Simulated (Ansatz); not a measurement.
# Si2Mo with one Mo vacancy: vacancy hop, part 1 of 2

Aim: the minimum-energy path and barrier of the vacancy hop. The ends are relaxed first, then joined by a nudged elastic band. Host space group I4/mmm.

All numbers below are computed with Ansatz 0.2.0 (DFT PBE, plane waves, PAW, scalar-relativistic, no spin polarisation).

## Step 1: The starting structure

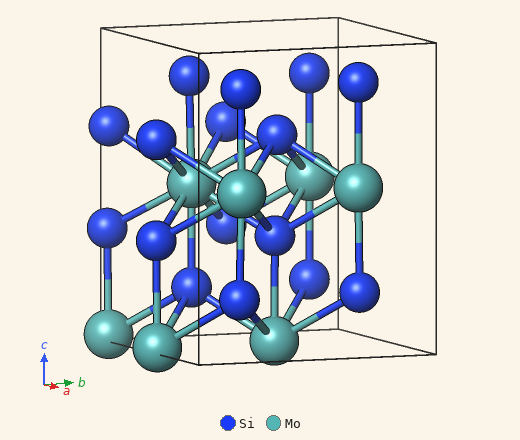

The starting structure, seen slightly off an axis (silicon blue, molybdenum teal). Each atom of the cell is drawn once.

The coordinates stand in the first input below.

## Step 2: End point A

input.yaml

```yaml
crystal:
  lattice:
    - [6.408529, 0.0, 0.0]
    - [0.0, 6.408529, 0.0]
    - [0.0, 0.0, 7.816192]
  atoms:
    - { symbol: Si, position: [-0.0018015, 0.0063881, 0.6663267] }
    - { symbol: Si, position: [-0.0035017, -0.0004987, 0.3388164] }
    - { symbol: Mo, position: [-0.0034411, 0.0054217, -0.0019896] }
    - { symbol: Si, position: [0.4910852, 0.0028502, 0.6622348] }
    - { symbol: Si, position: [0.4996969, -0.0011845, 0.3390791] }
    - { symbol: Mo, position: [0.4994681, 0.0035006, -0.0037069] }
    - { symbol: Si, position: [-0.0002221, 0.496712, 0.6640869] }
    - { symbol: Si, position: [0.0094941, 0.4958447, 0.3364081] }
    - { symbol: Si, position: [0.2477978, 0.2513653, 0.1608825] }
    - { symbol: Si, position: [0.2468363, 0.2414109, 0.8395768] }
    - { symbol: Mo, position: [0.249595, 0.2505219, 0.4945038] }
    - { symbol: Si, position: [0.5062285, 0.5044334, 0.6626438] }
    - { symbol: Si, position: [0.5006113, 0.498101, 0.3384601] }
    - { symbol: Mo, position: [0.4892538, 0.5002221, 0.0004467] }
    - { symbol: Si, position: [0.7532902, 0.2446466, 0.1612362] }
    - { symbol: Si, position: [0.7444742, 0.2537124, 0.8365639] }
    - { symbol: Mo, position: [0.7544148, 0.2532943, 0.5021407] }
    - { symbol: Si, position: [0.2442939, 0.7487194, 0.1693307] }
    - { symbol: Si, position: [0.2513121, 0.7452987, 0.8320817] }
    - { symbol: Mo, position: [0.247777, 0.7487287, 0.5003241] }
    - { symbol: Si, position: [0.7499376, 0.7519872, 0.1684568] }
    - { symbol: Si, position: [0.7528366, 0.7452153, 0.8431007] }
    - { symbol: Mo, position: [0.7489603, 0.746899, 0.5041301] }
basis:
  ecutwfc: 420.0
kpoints:
  mp_grid: { grid: [2, 2, 2] }
hamiltonian:
  xc: pbe
  pseudopotentials: { kind: paw, azcp: { folder: soft_1 } }
scf:
  occupations: { method: gaussian, width: 0.05 }
  lower_state_search: "off"
relax:
  f_tol: 0.03
  max_steps: 60
  adjacent_minimum: "off"
```

Run with:

```sh
$ ansatz run input.yaml --threads 2 --pin off --max-ram 5120MiB --backend cpu --events-out ev --progress --plain --runs-dir out
```

The log of the run (excerpt; [...] marks lines left out):

```text
Warning: RAYON_NUM_THREADS=2 ignored (pool sized by the plan → 2); use --threads N
[...]
Pseudopotentials: kind: paw
Pseudopotential: Si, paw, valence charge 4, recommended cutoff 420 eV (normal), <dir>
Pseudopotential: Mo, paw, valence charge 14, recommended cutoff 420 eV (normal), <dir>
Functional definition: PBE
[...]
Crystal: 23 atoms, lattice volume = 321.005 Å³
Basis set: ecut = 420 eV, 6223 PW (Γ), exchange–correlation on 90×90×108 points (8 copies of the dense FFT grid, shifted against one another)
Bands: 104, of which v1, the nominal top of the filled ones, is band 81 counted from 1 (80 counted from 0)
Symmetry: 1 space group operations
Space group: P1 (ITA 1), of the structure as read, at distance tolerance 6.8e-5 Å
k-points: 8
[...]
SCF iter   1: F=—  HF=-44881.132344 eV  |F-HF|=—  |Δ(HF+E_count)|=         —  Δρ=8.85e-2  dr2=3.89e1  ethr=3.10e-3  ⟨swp⟩=7.4  Hψ=3762  notcnv=0  defer=17
[...]
relax step   1: F+E_penalty+E_count = -44872.44370551 eV  Δ(F+E_penalty+E_count) = +0.000e0 eV  max|allowed force component| = 9.306e-1 eV/Å  Δτ_max = 0.0000 Å  (8 SCF iters, dr2 threshold 2.25e-5 eV, accepted)
[...]
relax step   2: F+E_penalty+E_count = -44872.82666878 eV  Δ(F+E_penalty+E_count) = -3.830e-1 eV  max|allowed force component| = 3.506e-1 eV/Å  Δτ_max = 0.0900 Å  (6 SCF iters, dr2 threshold 5.41e-5 eV, accepted)
[...]
SCF iter   4: F=—  HF=-44872.874845 eV  |F-HF|=—  |Δ(HF+E_count)|=   4.21e-5  Δρ=2.75e-5  dr2=3.41e-6  ethr=3.94e-8  ⟨swp⟩=2.0  Hψ=1150  notcnv=0  defer=124
[...]
```

## Step 3: The log goes on: end point A relaxed

Output, continued:

```text
SCF iter   5: F=-44872.874844 eV  HF=-44872.874844 eV  |F-HF|=5.08e-8  |Δ(HF+E_count)|=   1.81e-7  Δρ=6.80e-6  dr2=2.01e-7  ethr=2.10e-9  ⟨swp⟩=2.0  Hψ=1144  notcnv=0  defer=124
SCF iter   6: F=-44872.874844 eV  HF=-44872.874844 eV  |F-HF|=1.99e-9  |Δ(HF+E_count)|=   2.45e-8  Δρ=1.62e-6  dr2=1.06e-8  ethr=1.24e-10  ⟨swp⟩=1.4  Hψ=1954  notcnv=0
SCF 3 converged in 6 iterations: F = -44872.874844 eV  dr2 = 1.06e-8
relax step   3: F+E_penalty+E_count = -44872.87484444 eV  Δ(F+E_penalty+E_count) = -4.818e-2 eV  max|allowed force component| = 2.022e-2 eV/Å  Δτ_max = 0.0325 Å  (6 SCF iters, dr2 threshold 7.68e-6 eV, accepted)
iter 1 solved again at ethr=1.43e-11 eV; its pass at ethr=3.10e-3 eV (dr2=2.31e-8 eV) is discarded
SCF iter   1: F=—  HF=-44872.874833 eV  |F-HF|=—  |Δ(HF+E_count)|=         —  Δρ=3.20e-6  dr2=2.68e-8  ethr=1.43e-11  ⟨swp⟩=2.2  Hψ=2409  notcnv=0  defer=124
preconditioner: auto → Resta (q_TF=auto, 2.434 Å⁻¹)  ε∞=10.0  [insulator: Δε(μ)=0.219 eV  Ē_g=7.095 eV  σ=0.050 eV  W_gap=0.57  n_scr=82 (ndim 8)  ℏωp=21.3 eV  f_vac=0.000  D(μ)=7.54/eV (n_scr^D=40)  ε∞_Penn≈10.0]
iter 2 did not close the SCF: its close was put off for the readings that it lacked (scf_convergence_deferred on its scf_iter line)
SCF iter   2: F=-44872.874844 eV  HF=-44872.874844 eV  |F-HF|=1.54e-9  |Δ(HF+E_count)|=   1.14e-5  Δρ=1.53e-6  dr2=7.21e-9  ethr=1.43e-11  ⟨swp⟩=3.1  Hψ=1745  notcnv=0  defer=124
iter 3 did not close the SCF: its close was put off for the readings that it lacked (scf_convergence_deferred on its scf_iter line)
SCF iter   3: F=-44872.874844 eV  HF=-44872.874844 eV  |F-HF|=1.14e-9  |Δ(HF+E_count)|=   1.40e-9  Δρ=1.02e-6  dr2=3.37e-9  ethr=4.45e-12  ⟨swp⟩=1.4  Hψ=711  notcnv=0  defer=124
iter 4 did not close the SCF: its close was put off for the readings that it lacked (scf_convergence_deferred on its scf_iter line)
SCF iter   4: F=-44872.874844 eV  HF=-44872.874844 eV  |F-HF|=7.28e-12  |Δ(HF+E_count)|=   1.69e-9  Δρ=1.83e-7  dr2=8.93e-11  ethr=2.08e-12  ⟨swp⟩=2.0  Hψ=1125  notcnv=0  defer=124
iter 5 did not close the SCF: its close was put off for the readings that it lacked (scf_convergence_deferred on its scf_iter line)
SCF iter   5: F=-44872.874844 eV  HF=-44872.874844 eV  |F-HF|=7.28e-12  |Δ(HF+E_count)|=  2.18e-11  Δρ=1.32e-7  dr2=3.61e-11  ethr=1.00e-12  ⟨swp⟩=1.1  Hψ=709  notcnv=0  defer=124
SCF iter   6: F=-44872.874844 eV  HF=-44872.874844 eV  |F-HF|=1.46e-11  |Δ(HF+E_count)|=    0.00e0  Δρ=6.08e-8  dr2=8.30e-12  ethr=1.00e-12  ⟨swp⟩=1.0  Hψ=1572  notcnv=0
SCF 4 converged in 6 iterations: F = -44872.874844 eV  dr2 = 8.30e-12
relax step   4: F+E_penalty+E_count = -44872.87484444 eV  Δ(F+E_penalty+E_count) = -2.612e-9 eV  max|allowed force component| = 2.021e-2 eV/Å  Δτ_max = 0.0000 Å  (6 SCF iters, accepted)
SCF converged after 6 iterations
Free energy (F): -44872.874844 eV
Harris-Foulkes:  -44872.874844 eV  (|F-HF|=1.46e-11)
Internal energy: -44872.865414 eV  (E = F + TS)
E sigma→0 (E₀):  -44872.870129 eV
Entropy (-TS):   -0.009431 eV (-0.410 meV/atom)
Fermi energy:    14.500340 eV
--- Per-component energies (eV) ---
  E_band       = -423.406215
  E_kinetic    = 3660.445101
  E_local      = -8877.301344  (includes V_loc(G=0)·N_el)
  E_nonlocal   = 1391.166352
  E_hartree    = 3442.384662
  E_xc         = -2163.577690
  E_vxc        = -2339.000011  (∫ρ·V_xc dr)
  E_paw        = -30667.457375  (= ΣΔE_a)
  E_vpaw       = -1143.486592  (= ΣTr[D̂ρ^β])
  E_aug_tail   = 0.000953  (compensation charges beyond the density's cutoff)
  E_ewald      = -11658.526073
  E_smearing   = -0.009431  (= −TS)
  E_closure    = 0.000000  (closes the sum)
  Σ components = -44872.874844   (vs F -44872.874844, Δ=0.00e0)
--- Forces (eV/Å), atoms counted from 1 ---
  atom   1  Si     0.00640439     0.01577851    -0.00389072
  atom   2  Si    -0.00875090    -0.00083932     0.01682782
  atom   3  Mo     0.00762759    -0.00063450    -0.00052108
  atom   4  Si     0.00290231    -0.00473202     0.00062577
  atom   5  Si    -0.00809559     0.00204524     0.00500239
  atom   6  Mo    -0.00094721    -0.00394592     0.00072041
  atom   7  Si     0.00767169    -0.00017806     0.01833665
  atom   8  Si    -0.00376102     0.01907169    -0.01963296
  atom   9  Si     0.00694680     0.01017906    -0.02021270
  atom  10  Si    -0.01843511     0.00565261     0.01529630
  atom  11  Mo    -0.01556165    -0.00492974    -0.01495922
  atom  12  Si    -0.00785882    -0.01435904     0.00347381
  atom  13  Si    -0.00082173    -0.00693906    -0.00389537
  atom  14  Mo     0.00849934     0.00414394    -0.00510683
  atom  15  Si     0.01418262     0.00217011    -0.00919209
  atom  16  Si     0.01552186    -0.00107101     0.00527291
  atom  17  Mo    -0.00151937    -0.00013949    -0.00437967
  atom  18  Si     0.01451065     0.00953528    -0.00426315
  atom  19  Si     0.00542774    -0.00702872     0.00714883
  atom  20  Mo     0.00038078    -0.01374195    -0.00875925
  atom  21  Si     0.00583616    -0.00387493    -0.00084596
  atom  22  Si    -0.01030519     0.01182062     0.01102118
  atom  23  Mo    -0.01985806    -0.01798412     0.01193305
  max |Σ_I F_I| component: 2.72e-6 eV/Å
--- Relaxed structure (4 steps of the walk, 4 accepted, 0 SCFs on fresh bases) ---
  F+E_penalty+E_count = -44872.87484444 eV   max|allowed force component| = 2.021e-2 eV/Å
  atoms:
    - { symbol: Si, position: [-0.001114224736786425, -0.00035064187062688597, 0.668518050742286] }
    - { symbol: Si, position: [-0.0006414957867884873, -0.00011313414492715299, 0.3326717220298875] }
    - { symbol: Mo, position: [-0.0010343186137575608, -0.00022043306227224858, 0.0006501990970604348] }
    - { symbol: Si, position: [0.49922224819822525, -0.00027927919190039093, 0.6684041424488274] }
    - { symbol: Si, position: [0.49909002196139324, -0.0003311579644383031, 0.33282895919835476] }
    - { symbol: Mo, position: [0.49901537741115337, -0.0002692304525913777, 0.0006482145081603455] }
    - { symbol: Si, position: [-0.0010051947794314391, 0.49971648352069203, 0.6661009166109841] }
    - { symbol: Si, position: [-0.0008175876469711846, 0.4993541021407438, 0.3353245578939895] }
    - { symbol: Si, position: [0.2435440033799938, 0.2550173734756112, 0.1630678308765919] }
    - { symbol: Si, position: [0.24425630740550547, 0.2548058650182488, 0.8382190480244875] }
    - { symbol: Mo, position: [0.2479903386429446, 0.2511157867719132, 0.5008857905119493] }
    - { symbol: Si, position: [0.4992860193000885, 0.5002771491752882, 0.6684253846597845] }
    - { symbol: Si, position: [0.4990325575149178, 0.4999924930532955, 0.33292107494961265] }
    - { symbol: Mo, position: [0.49892988544546235, 0.4997949086642973, 0.0007139715328584349] }
    - { symbol: Si, position: [0.753991568821247, 0.25500362786667147, 0.1630121657682304] }
    - { symbol: Si, position: [0.7540976834780735, 0.25506137416136115, 0.8383953000923363] }
    - { symbol: Mo, position: [0.7503687601727593, 0.25108089396138306, 0.5006720559306734] }
    - { symbol: Si, position: [0.2429170169749191, 0.7437288611260819, 0.1627985161035962] }
    - { symbol: Si, position: [0.24363998913260052, 0.7445477629990953, 0.8383314512648643] }
    - { symbol: Mo, position: [0.24778356689688624, 0.7486412890545067, 0.5007381266869531] }
    - { symbol: Si, position: [0.7542074739094126, 0.7445826134585101, 0.1629199472950839] }
    - { symbol: Si, position: [0.7550311824072027, 0.7437584190986991, 0.8384468863438023] }
    - { symbol: Mo, position: [0.7506061205109493, 0.7486751731403569, 0.5004397874296235] }
```

It took 29 s on 2 threads of Arm Neoverse V1, shared host; peak memory 0.77 GiB.

Step by step:

```csv
step,energy from step 1 (eV/cell),largest force component (eV/Å)
1,0.0000,0.9306
2,-0.3830,0.3506
3,-0.4311,0.0202
4,-0.4311,0.0202
```

Step 1 is the start. Step 4 solves the same geometry again.

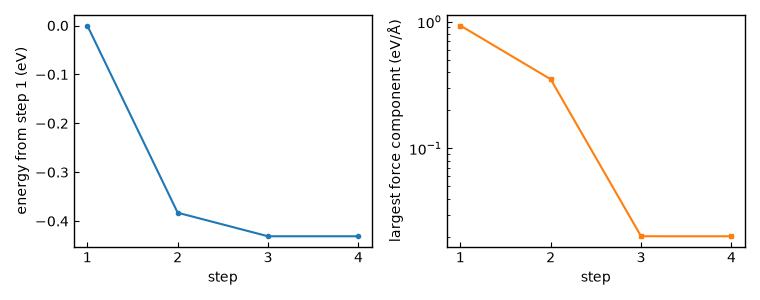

Energy and largest force along the relaxation.

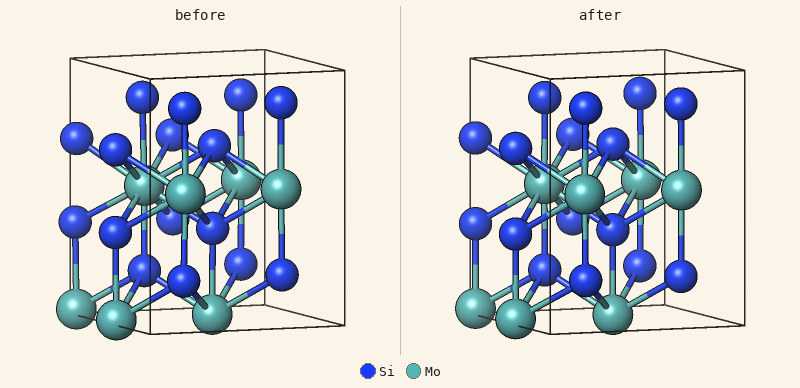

Before and after, at one scale. Each atom of the cell is drawn once.

Largest move: Si10, 0.09 Å.

## Step 4: End point B

The second end starts from a geometry with the move made by hand.

input.yaml

```yaml
crystal:
  lattice:
    - [6.408529, 0.0, 0.0]
    - [0.0, 6.408529, 0.0]
    - [0.0, 0.0, 7.816192]
  atoms:
    - { symbol: Si, position: [0.0, 0.0, 0.66457063] }
    - { symbol: Si, position: [0.0, 0.0, 0.33542937] }
    - { symbol: Mo, position: [0.0, 0.50000001, 0.0] }
    - { symbol: Si, position: [0.50000001, 0.0, 0.66457063] }
    - { symbol: Si, position: [0.50000001, 0.0, 0.33542937] }
    - { symbol: Mo, position: [0.50000001, 0.0, 0.0] }
    - { symbol: Si, position: [0.0, 0.50000001, 0.66457063] }
    - { symbol: Si, position: [0.0, 0.50000001, 0.33542937] }
    - { symbol: Si, position: [0.25, 0.25, 0.16457063] }
    - { symbol: Si, position: [0.25, 0.25, 0.83542937] }
    - { symbol: Mo, position: [0.25, 0.25, 0.5] }
    - { symbol: Si, position: [0.50000001, 0.50000001, 0.66457063] }
    - { symbol: Si, position: [0.50000001, 0.50000001, 0.33542937] }
    - { symbol: Mo, position: [0.50000001, 0.50000001, 0.0] }
    - { symbol: Si, position: [0.75000001, 0.25, 0.16457063] }
    - { symbol: Si, position: [0.75000001, 0.25, 0.83542937] }
    - { symbol: Mo, position: [0.75000001, 0.25, 0.5] }
    - { symbol: Si, position: [0.25, 0.75000001, 0.16457063] }
    - { symbol: Si, position: [0.25, 0.75000001, 0.83542937] }
    - { symbol: Mo, position: [0.25, 0.75000001, 0.5] }
    - { symbol: Si, position: [0.75000001, 0.75000001, 0.16457063] }
    - { symbol: Si, position: [0.75000001, 0.75000001, 0.83542937] }
    - { symbol: Mo, position: [0.75000001, 0.75000001, 0.5] }
basis:
  ecutwfc: 420.0
kpoints:
  mp_grid: { grid: [2, 2, 2] }
hamiltonian:
  xc: pbe
  pseudopotentials: { kind: paw, azcp: { folder: soft_1 } }
scf:
  occupations: { method: gaussian, width: 0.05 }
  lower_state_search: "off"
relax:
  f_tol: 0.03
  max_steps: 60
  adjacent_minimum: "off"
output:
  write_density: true
  write_potential: true
  elf: true
  volumetric_format: npy
```

Run with:

```sh
$ ansatz run input.yaml --threads 2 --pin off --max-ram 5120MiB --backend cpu --events-out ev --progress --plain --runs-dir out
```

The log of the run (excerpt; [...] marks lines left out):

```text
Warning: RAYON_NUM_THREADS=2 ignored (pool sized by the plan → 2); use --threads N
[...]
[... 4 set-up lines as earlier in the session ...]
[...]
Crystal: 23 atoms, lattice volume = 321.005 Å³
Basis set: ecut = 420 eV, 6223 PW (Γ), exchange–correlation on 90×90×108 points (8 copies of the dense FFT grid, shifted against one another)
Bands: 104, of which v1, the nominal top of the filled ones, is band 81 counted from 1 (80 counted from 0)
Symmetry: 16 space group operations
Space group: P4/mmm (ITA 123), of the structure as read, at distance tolerance 6.8e-5 Å
k-points: 6 of 8
[...]
SCF iter   1: F=—  HF=-44881.492240 eV  |F-HF|=—  |Δ(HF+E_count)|=         —  Δρ=8.88e-2  dr2=3.93e1  ethr=3.10e-3  ⟨swp⟩=7.2  Hψ=2732  notcnv=0  defer=14
[...]
relax step   4: F+E_penalty+E_count = -44872.87528171 eV  Δ(F+E_penalty+E_count) = -1.680e-3 eV  max|allowed force component| = 3.995e-3 eV/Å  Δτ_max = 0.0051 Å  (6 SCF iters, accepted)
NSCF: frozen V_eff on 6 k-points
the search or the solves at the SCF's close may have found levels that the self-consistency loop had missed (the run counts none). By its estimate they hold under 1e-12 electrons; where the run keeps them, the occupations were computed again with them
[...]
SCF converged after 6 iterations
Free energy (F): -44872.875282 eV
[...]
E sigma→0 (E₀):  -44872.870571 eV
Entropy (-TS):   -0.009422 eV (-0.410 meV/atom)
Fermi energy:    14.500754 eV
[...]
--- Forces (eV/Å), atoms counted from 1 ---
  atom   1  Si     0.00000000     0.00000000     0.00399535
  atom   2  Si     0.00000000     0.00000000    -0.00399535
  atom   3  Mo    -0.00000000    -0.00000000     0.00000000
  atom   4  Si     0.00000000     0.00000000    -0.00196286
  atom   5  Si     0.00000000     0.00000000     0.00196286
```

## Step 5: The log goes on: end point B relaxed

Output, continued (excerpt; [...] marks lines left out):

```text
  atom   6  Mo     0.00000000     0.00000000     0.00000000
  atom   7  Si     0.00000000    -0.00000000    -0.00196286
  atom   8  Si     0.00000000     0.00000000     0.00196286
  atom   9  Si    -0.00020495    -0.00020495    -0.00025839
  atom  10  Si    -0.00020495    -0.00020495     0.00025839
  atom  11  Mo     0.00006185     0.00006185     0.00000000
  atom  12  Si    -0.00000000     0.00000000     0.00186153
  atom  13  Si    -0.00000000     0.00000000    -0.00186153
[...]
--- Band table (eV; the first three rows and the last of 6) ---
[...]
--- Relaxed structure (4 steps of the walk, 4 accepted, 0 SCFs on fresh bases) ---
  F+E_penalty+E_count = -44872.87528171 eV   max|allowed force component| = 3.995e-3 eV/Å
  atoms:
    - { symbol: Si, position: [1.6326870231490833e-17, 1.6506348515246982e-17, 0.6655744746304612] }
[...]
    - { symbol: Si, position: [0.49999999999999994, 0.49999999999999994, 0.33226451869908963] }
    - { symbol: Mo, position: [0.49999999999999994, 0.49999999999999994, -2.7742465192398144e-20] }
    - { symbol: Si, position: [0.7553985675213809, 0.24460143247861907, 0.1622356700375204] }
    - { symbol: Si, position: [0.7553985675213809, 0.24460143247861907, 0.8377643299624794] }
    - { symbol: Mo, position: [0.7513019852435613, 0.24869801475643868, 0.4999999999999999] }
    - { symbol: Si, position: [0.24460143247861907, 0.7553985675213809, 0.1622356700375204] }
    - { symbol: Si, position: [0.24460143247861907, 0.7553985675213809, 0.8377643299624794] }
    - { symbol: Mo, position: [0.24869801475643868, 0.7513019852435613, 0.4999999999999999] }
    - { symbol: Si, position: [0.7553985675213809, 0.7553985675213809, 0.1622356700375204] }
    - { symbol: Si, position: [0.7553985675213809, 0.7553985675213809, 0.8377643299624794] }
    - { symbol: Mo, position: [0.7513019852435613, 0.7513019852435613, 0.4999999999999999] }
```

Wall time 26 s (2 threads of Arm Neoverse V1, shared host); peak memory 0.75 GiB.

Step by step:

```csv
step,energy from step 1 (eV/cell),largest force component (eV/Å)
1,0.0000,0.4629
2,-0.1345,0.1192
3,-0.1360,0.0857
4,-0.1377,0.0040
```

Step 1 is the start.

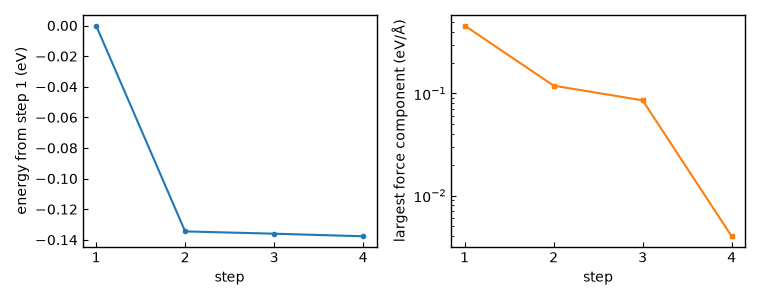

How energy and force went from step to step.

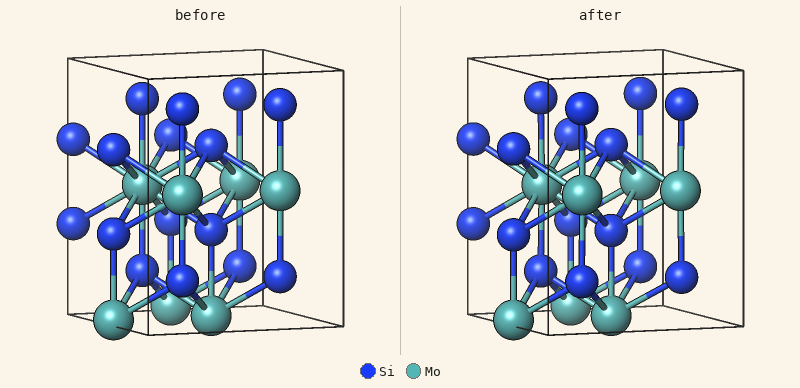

The structure before (left) and after (right), drawn at the same scale. Each atom of the cell is drawn once.

The largest move, 0.05 Å, is shared by several atoms, Si21 among them.

(Continued in part 2 of 2.)
